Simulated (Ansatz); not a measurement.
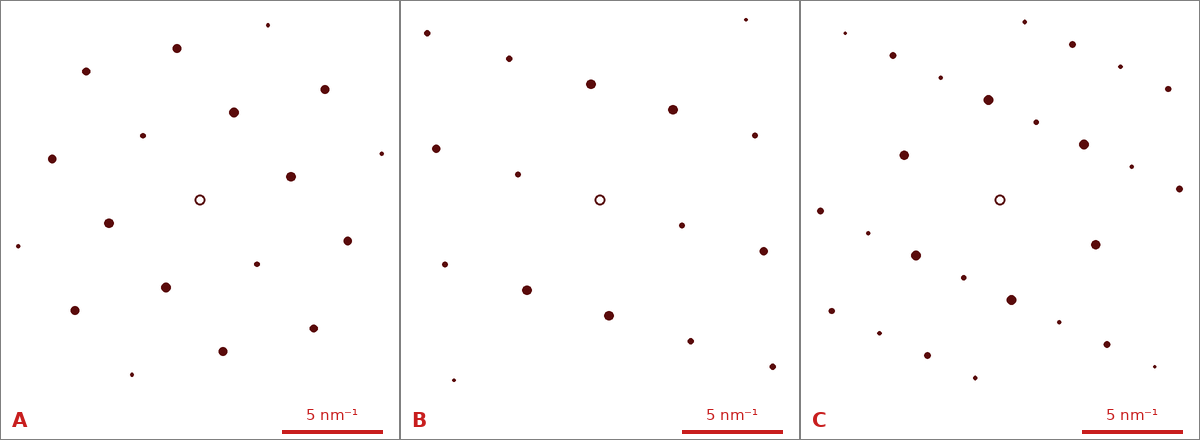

Kinematic zone-axis patterns, calculated for 300 keV electrons with B = 0.5 Å².

All three come from Co, space group C2/c (No. 15), a = 2.456 Å, b = 4.661 Å, c = 3.882 Å, β = 102.40°. Structure: the input geometry of an electronic-structure calculation (not necessarily at equilibrium); the starting structure was generated, so it need not be a known form of this composition.

Assign the zone axes [001], [10-1], [100] to A, B and C.

Answer. A is [001]: centred rectangular net of 0 2 0 at d = 2.33 Å and 1 1 0 at d = 2.13 Å, at 62.8°. B is [10-1]: centred rectangular net of 0 2 0 at d = 2.33 Å and 1 1 1 at d = 1.72 Å, at 68.3°. C is [100]: rectangular net of 0 0 1 (itself extinct) at d = 3.79 Å and 0 2 0 at d = 2.33 Å, at 90.0°.
